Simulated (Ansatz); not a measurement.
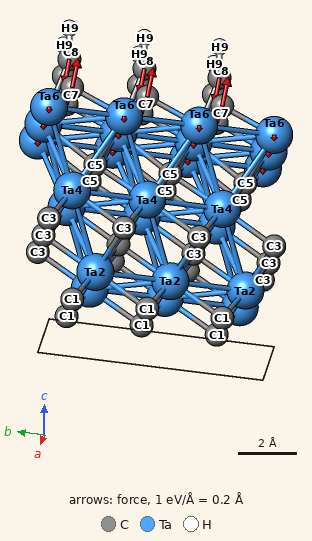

Starting geometry of a slab of composition Ta3HC5 (cut from the Fm-3m phase) with the computed forces as red arrows. A ball-and-stick model of the 2 × 3 repeat of the cell, outlined in the plane, without the vacuum, seen from a free direction.

Case: CH put at a bridge C-C site. The slab is the (1 1 1) face of TaC with CH on it. 3 atoms are held fixed.

Level of theory: DFT PBEsol, scalar-relativistic, plane waves, PAW in Ansatz.

Input
```yaml
crystal:
  lattice:
    - [3.1393032032, 0.0, 0.0]
    - [-1.5696516016, 2.7187163241, 0.0]
    - [0.0, 0.0, 27.7896909957]
  atoms:
    - { symbol: C, position: [0.3333333333, 0.6666666667, 0.3058688203] }
    - { symbol: Ta, position: [0.6666666667, 0.3333333333, 0.3519871871] }
    - { symbol: C, position: [0.0, 0.0, 0.3981055541] }
    - { symbol: Ta, position: [0.3333333333, 0.6666666667, 0.4450846308] }
    - { symbol: C, position: [0.6666666667, 0.3333333333, 0.4889488634] }
    - { symbol: Ta, position: [0.0, 0.0, 0.5403194621] }
    - { symbol: C, position: [0.3333333333, 0.6666666667, 0.576214363] }
    - { symbol: C, position: [0.8333333333, 0.6666666667, 0.6229943002] }
    - { symbol: H, position: [0.8333333333, 0.6666666667, 0.662577324] }
basis:
  ecutwfc: 420
kpoints:
  mp_grid: { grid: [9, 9, 1] }
hamiltonian:
  xc: pbesol
scf:
  occupations: { method: gaussian, width: 0.1 }
output:
  forces: true
  eigenvalues: true
relax:
  adjacent_minimum: "off"
  f_tol: 0.03
  max_steps: 70
  constraints: [{ sites: [0, 1, 2] }]
efield:
  axis: 3
  dipole_correction: true
  ramp_width: 0.04
```

Run as
```bash
ansatz run input.yaml --threads 2 --pin off --max-ram 5120MiB --backend cpu --events-out ev --progress --plain --runs-dir out
```

What follows when this structure is relaxed?

Answer. It isn't relaxed: the largest force vector, on C7, is 5.44 eV/Å. The final displacements follow the starting forces only in part (cosine between the two patterns 0.53). Over 8 accepted moves (9 points after the start) the energy falls by 3.146 eV per cell of the calculation. The largest force component goes from 5.3 to 0.018 eV/Å. 1 step only repeated the SCF at the same geometry. The largest move is that of H9, 1.00 Å at 58° to the normal (−c side). By element the largest moves are H 1.00 Å, C 0.47 Å, Ta 0.14 Å. The cell doesn't change. Near-neighbour distances that change, for instance: C7–C8 2.038 → 1.701 Å, Ta6–C7 2.069 → 2.390 Å, Ta6–C8 2.470 → 2.165 Å, Ta6–C7 (another image) 2.069 → 2.310 Å. Among the angles between lasting bonds that change: Ta6–C8–H9 158.5° → 132.5°, Ta6–C7–Ta6 98.7° → 82.1°, Ta6–C7–Ta6 98.7° → 83.8°. Cost: 97 s on 2 threads of Arm Neoverse V2, on a shared host, peak memory 0.55 GiB.

Limits of the set-up: the periodic images lie only 3.1 Å apart, so the values are limited by the cell's size.
